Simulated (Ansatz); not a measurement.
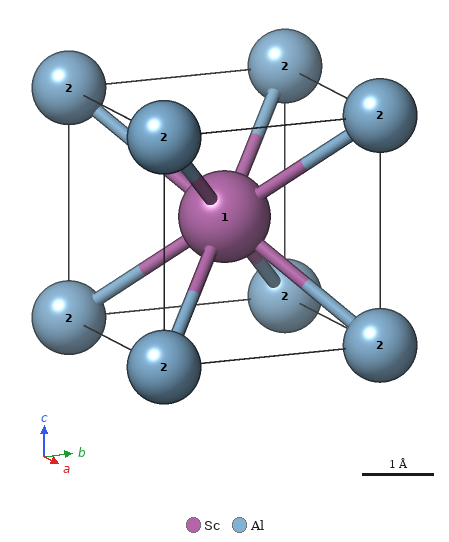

Fig. 1: The input geometry (ball-and-stick view of the cell of the calculation, seen slightly off an axis; atoms are numbered from 1 in the order of the input). An atom can appear more than once, as a periodic image. Near neighbours in the periodic cell (some may lie outside the picture): Sc has 8 Al at 2.92 Å; Al has 8 Sc at 2.92 Å.

## Run report: ScAl, single-point calculation

System: ScAl (Pm-3m, 2 atoms in the cell).
Method: DFT PBEsol, scalar-relativistic, plane waves, PAW, no spin polarisation (Ansatz 0.2.0).

The structure derives from a Materials Project entry. Figures and captions count atoms from 1; the log counts them from 0 in places.

## The program's output
```
Engine: ansatz 0.2.0, x86_64-unknown-linux-gnu
Pseudopotentials: kind: paw
Pseudopotential: Sc, paw, valence charge 11, recommended cutoff 420 eV (normal), Sc.paw.azcp
Pseudopotential: Al, paw, valence charge 3, recommended cutoff 420 eV (normal), Al.paw.azcp
Functional definition: PBEsol
  exchange = pbesol_x
  correlation = pbesol_c
Crystal: 2 atoms, lattice volume = 38.285 Å³
Basis set: ecut = 420 eV, 739 PW (Γ), exchange–correlation on 48×48×48 points (8 copies of the dense FFT grid, shifted against one another)
Bands: 11, of which v1, the nominal top of the filled ones, is band 7 counted from 1 (6 counted from 0)
Symmetry: 48 space group operations
Space group: Pm-3m (ITA 221), of the structure as read, at distance tolerance 3.4e-5 Å
k-points: 84 of 1728
Non-local potential: Sc, projectors of the file, l = 0: 3, l = 1: 2, l = 2: 3, l = 3: 1
Non-local potential: Al, projectors of the file, l = 0: 2, l = 1: 2, l = 2: 1
PAW form: soft (Blöchl's): semilocal exchange-correlation on the pseudo side does not see the compensation charge
PAW frozen core: Sc, regenerated for the run's functional, and the local potential with it (the file was generated under x = pbe(κ = 0.804, μ = 0.2195149727645171), c = pbe(β = 0.06672455060314922))
PAW frozen core: Al, regenerated for the run's functional, and the local potential with it (the file was generated under x = pbe(κ = 0.804, μ = 0.2195149727645171), c = pbe(β = 0.06672455060314922))
PAW one-centre angular grid: Sc, 590 points (default); XC on 64 Gauss nodes
PAW one-centre angular grid: Al, 110 points (default); XC on 64 Gauss nodes
Initial density: superposition of atomic densities (neutral atoms: chi_scale 0, normalization atom), corrected by the library's trained network
Initial wavefunctions: pseudopotential atomic-orbital guess
Functional: x = pbesol(κ = 0.804, μ = 0.12345679012345678), c = pbesol(β = 0.046)
SCF iter   1: F=—  HF=-2636.849048 eV  |F-HF|=—  |Δ(HF+E_count)|=         —  Δρ=2.55e-3  dr2=3.63e-3  ethr=1.77e-3  ⟨swp⟩=5.0  Hψ=4890  notcnv=0
preconditioner: auto → none  [metal: Δε(μ)=0.082 eV  Ē_g=4.950 eV  σ=0.100 eV  W_gap=0.40  n_scr=6 (ndim 8)  ℏωp=14.7 eV  f_vac=0.000  D(μ)=0.76/eV (n_scr^D=6)  sad-step TF]
SCF iter   2: F=—  HF=-2636.847904 eV  |F-HF|=—  |Δ(HF+E_count)|=   1.14e-3  Δρ=1.60e-3  dr2=1.54e-3  ethr=2.59e-5  ⟨swp⟩=1.0  Hψ=1596  notcnv=0
SCF iter   3: F=—  HF=-2636.847380 eV  |F-HF|=—  |Δ(HF+E_count)|=   5.24e-4  Δρ=3.37e-4  dr2=6.54e-5  ethr=1.10e-5  ⟨swp⟩=2.0  Hψ=1178  notcnv=0
SCF iter   4: F=—  HF=-2636.847356 eV  |F-HF|=—  |Δ(HF+E_count)|=   2.36e-5  Δρ=1.78e-4  dr2=1.91e-5  ethr=4.67e-7  ⟨swp⟩=2.3  Hψ=1421  notcnv=0
SCF iter   5: F=—  HF=-2636.847351 eV  |F-HF|=—  |Δ(HF+E_count)|=   4.80e-6  Δρ=7.70e-5  dr2=3.45e-6  ethr=1.37e-7  ⟨swp⟩=1.9  Hψ=1028  notcnv=0
SCF iter   6: F=—  HF=-2636.847350 eV  |F-HF|=—  |Δ(HF+E_count)|=   9.95e-7  Δρ=1.84e-5  dr2=1.89e-7  ethr=2.46e-8  ⟨swp⟩=2.5  Hψ=1277  notcnv=0
SCF iter   7: F=-2636.847350 eV  HF=-2636.847350 eV  |F-HF|=2.29e-9  |Δ(HF+E_count)|=   5.48e-8  Δρ=2.14e-6  dr2=2.51e-9  ethr=7.14e-10  ⟨swp⟩=6.9  Hψ=4607  notcnv=0
SCF 1 converged in 7 iterations: F = -2636.847350 eV  dr2 = 2.51e-9
  greatest PAW one-centre occupation: 0.998 electrons in one spin orbital (limit 2), on the Sc atom at site 0 (counted from 0), in its partial waves of l = 0
```

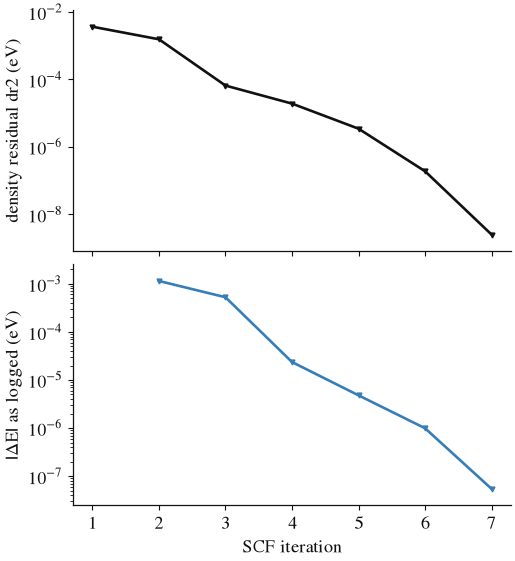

Fig. 2: Convergence of the self-consistent field: density residual dr2 and size of the energy change against the SCF iteration. The residual falls at every step.

```
SCF converged after 7 iterations
Free energy (F): -2636.847350 eV
Harris-Foulkes:  -2636.847350 eV  (|F-HF|=2.29e-9)
Internal energy: -2636.843471 eV  (E = F + TS)
E sigma→0 (E₀):  -2636.845411 eV
Entropy (-TS):   -0.003879 eV (-1.940 meV/atom)
Fermi energy:    9.517906 eV
--- Per-component energies (eV) ---
  E_band       = -151.296539
  E_kinetic    = 284.517331
  E_local      = -917.791962  (includes V_loc(G=0)·N_el)
  E_nonlocal   = 94.757859
  E_hartree    = 332.708160
  E_xc         = -143.095377
  E_vxc        = -158.184158  (∫ρ·V_xc dr)
  E_paw        = -1387.078388  (= ΣΔE_a)
  E_vpaw       = -120.010338  (= ΣTr[D̂ρ^β])
  E_aug_tail   = 0.000007  (compensation charges beyond the density's cutoff)
  E_ewald      = -901.009265
  E_core_change = 0.148164  (= ΣΔE_core)
  E_smearing   = -0.003879  (= −TS)
  E_closure    = 0.000000  (closes the sum)
  Σ components = -2636.847350   (vs F -2636.847350, Δ=0.00e0)
--- Forces (eV/Å), atoms counted from 1 ---
  atom   1  Sc     0.00000000    -0.00000000    -0.00000000
  atom   2  Al    -0.00000000     0.00000000    -0.00000000
  max |Σ_I F_I| component: 1.58e-29 eV/Å
--- Stress (GPa, compression-positive) ---
       -1.799868       0.000000       0.000000
        0.000000      -1.799868       0.000000
        0.000000       0.000000      -1.799868
  P = ⅓ Tr σ = -1.7999 GPa (-17.999 kbar)
--- Band table (eV; the first three rows and the last of 84) ---
  k-point 0: bands = ["-39.6955", "-18.3712", "-18.3712", "-18.3712", "1.0845", "8.8632", "8.8632", "12.2447", "12.2447", "12.2447", "13.2579"]
  k-point 1: bands = ["-39.6945", "-18.3836", "-18.3701", "-18.3701", "1.1836", "8.7636", "8.9135", "11.9179", "11.9179", "12.2596", "12.9752"]
  k-point 2: bands = ["-39.6918", "-18.4174", "-18.3671", "-18.3671", "1.4771", "8.3777", "9.0578", "11.4058", "11.4058", "12.3006", "12.5698"]
  k-point 83: bands = ["-39.6519", "-18.5028", "-18.5028", "-18.5028", "6.9934", "6.9934", "6.9934", "9.0774", "12.4224", "12.4224", "12.4224"]
--- Löwdin populations: 2 sites ---
  site symbol       q [e]
     0     Sc     10.4633
     1     Al      3.4649
  spilling = 0.005131 (of n_electrons = 14.000000)
```

## File populations.tsv
```
# site	symbol	l	j	q
# orbitals = lowdin
# n_electrons = 14.000000
# spilling = 0.005131
0	Sc	0_3S	-	1.934095
0	Sc	0_4S	-	0.461156
0	Sc	1_3P	-	5.983042
0	Sc	2_3D	-	2.085022
1	Al	0_3S	-	1.039045
1	Al	1_3P	-	2.425807
```

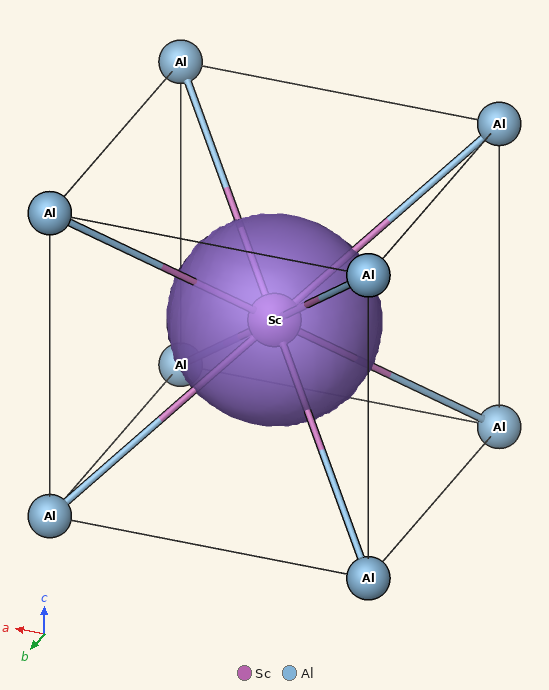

Fig. 3: Isosurface of the valence electron density at 0.3 e/Å³ (purple), seen at an oblique angle. Sticks mark near contacts. The outline is the cell set on symmetry axes. At this value the density breaks into separate islands; it holds about 60 % of the electrons treated as valence (semicore included). It is pinched off along the Sc–Al (2.92 Å) contacts. On the grid the lowest density along these lines, outside the cores, is 0.16 e/Å³ (Sc–Al, 2.92 Å). The fields are those of the smooth PAW valence density.

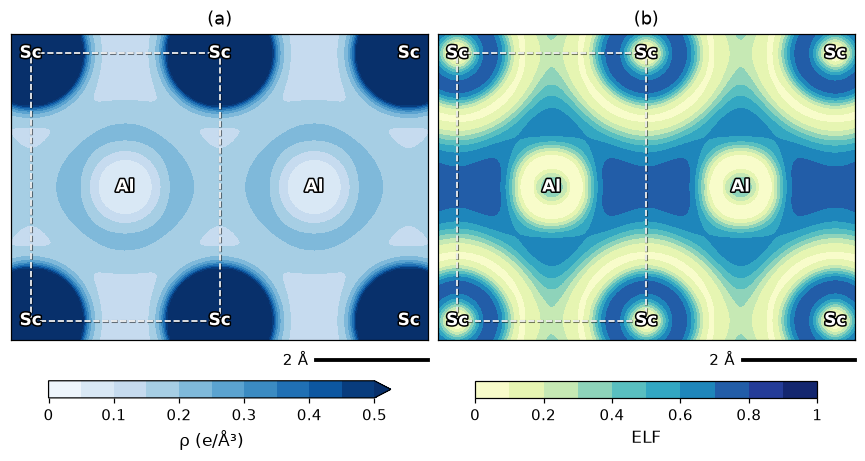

Fig. 4: (a) valence charge density (pseudo); (b) ELF on the (11̄0) plane of the conventional cell. Sc–Al (2.92 Å): ρ at the midpoint is about 0.16 e/Å³; the ELF is about 0.30 at the midpoint (no shared electron pair). Away from the nuclei the density in this plane falls to 0.12 e/Å³ at its lowest. The strong features right at Sc lie inside the PAW spheres (semicore, d or f shells) and say nothing about bonding.

The run was set up as follows.

## The input
```yaml
crystal:
  lattice:
    - [3.37034897, 0.0, 0.0]
    - [0.0, 3.37034897, 0.0]
    - [0.0, 0.0, 3.37034897]
  atoms:
    - { symbol: Sc, position: [0.5, 0.5, 0.5] }
    - { symbol: Al, position: [0.0, 0.0, 0.0] }
basis:
  ecutwfc: 420
kpoints:
  mp_grid: { grid: [12, 12, 12] }
hamiltonian:
  xc: pbesol
scf:
  occupations: { method: gaussian, width: 0.1 }
output:
  forces: true
  stress: true
  eigenvalues: true
  populations: true
  write_density: true
  write_potential: true
  elf: true
  volumetric_format: npy
```

Command:
```bash
ansatz run input.yaml --threads 1 --pin off --max-ram 2560MiB --backend cpu --events-out ev --progress --plain --runs-dir out
```

## Key numbers

| quantity | value |
| --- | --- |
| outcome | converged |
| space group (tolerance 0.01 Å) | Pm-3m (221) |
| electrons treated | 14 |
| free energy | −2636.8474 eV |
| Fermi energy | 9.518 eV |
| gap on the k-point mesh | none (metallic) |
| pressure | −1.80 GPa |
| largest force (length of the vector) | under 0.001 eV/Å |
| hardware | 1 thread of Intel Xeon @ 2.50GHz (Skylake/Cascade Lake), 192 GiB of memory available, shared host |
| wall time | 5.2 s |
| peak memory | 0.39 GiB |
